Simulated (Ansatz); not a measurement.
## Electronic structure of Zr₃S₂ in real space

Input file:

```
crystal:
  lattice:
    - [-1.7706136478, 1.7706136478, 8.6643693547]
    - [1.7706136478, -1.7706136478, 8.6643693547]
    - [1.7706136478, 1.7706136478, -8.6643693547]
  atoms:
    - { symbol: Zr, position: [0.6433249261, 0.6433249261, 0.0] }
    - { symbol: Zr, position: [0.3566750739, 0.3566750739, 0.0] }
    - { symbol: Zr, position: [0.0, 0.0, 0.0] }
    - { symbol: S, position: [0.75, 0.25, 0.5] }
    - { symbol: S, position: [0.5, 0.5, 0.0] }
basis:
  ecutwfc: 420
kpoints:
  mp_grid: { grid: [14, 14, 14] }
hamiltonian:
  xc: pbe
scf:
  occupations: { method: gaussian, width: 0.1 }
output:
  forces: true
  stress: true
  eigenvalues: true
  write_density: true
  write_potential: true
  elf: true
  volumetric_format: npy
relax:
  adjacent_minimum: "off"
  f_tol: 0.01
  max_steps: 80
  cell: { stress_tol: 0.05 }
```

Run with:

```sh
ansatz run input.yaml --threads 1 --pin off --max-ram 2560MiB --backend cpu --events-out ev --progress --plain --runs-dir out
```

Below, planes, directions and counts refer to the conventional cell (a = 3.54 Å, b = 3.54 Å, c = 17.33 Å, α = 90.00°, β = 90.00°, γ = 90.00°).

The fields are those of the relaxed geometry.

Space group I-4m2; a structure generated by program, which may or may not match a known phase.

All numbers below come from DFT PBE, scalar-relativistic, plane waves, PAW in Ansatz 0.2.0.

In a PAW calculation such maps are meaningful between the atoms, not at the nuclei.

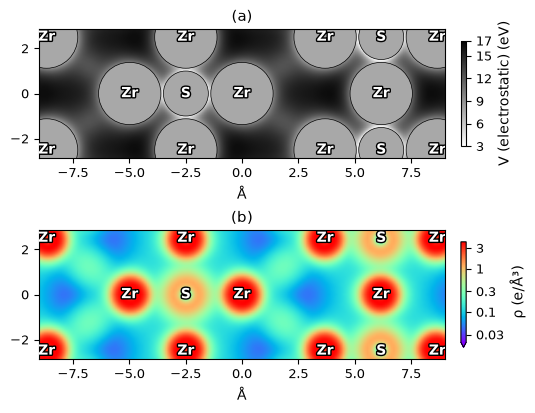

Figure 1. (a) electrostatic potential (local pseudopotential plus Hartree) felt by an electron; (b) valence electron density on the (11̄0) plane of the conventional cell. Grey discs cover the atomic cores in the potential map.

Q: What does the map show?

A: Atoms in the plane: Zr and S. Zr–S (2.49 Å): ρ is about 0.45 e/Å³ halfway. Between the atoms the lowest density in this plane is 0.05 e/Å³. Outside the cores the potential energy rises away from the atoms and is highest about 2.3 Å from the nearest atoms; its zero is arbitrary.

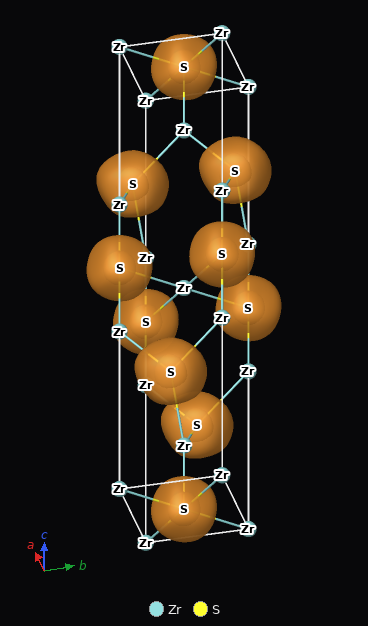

Figure 2. Isosurface of the ELF at 0.7 (orange), seen at an oblique angle. Only the valence region is drawn (cores and ρ < 0.01 e/Å³ removed). Sticks mark near contacts.

Q: What do the ELF domains correspond to?

A: The surface consists of four regions wrapped around S (the valence shell of each), counted in one cell of 10 atoms. Regions shared between cells count once. Along the contacts the grid gives the following. Zr–S (2.49 Å): the ELF peaks at about 0.80 in the valence shell of S, 0.8 Å from its nucleus, and is about 0.30 at the midpoint: no localised pair shows between them. Zr–S (2.56 Å): the ELF peaks at about 0.90 in the valence shell of S, 0.8 Å from its nucleus, and is about 0.35 at the midpoint.

Q: Does the calculation give a band gap?

A: It is gapless in this calculation (a metal or semimetal).
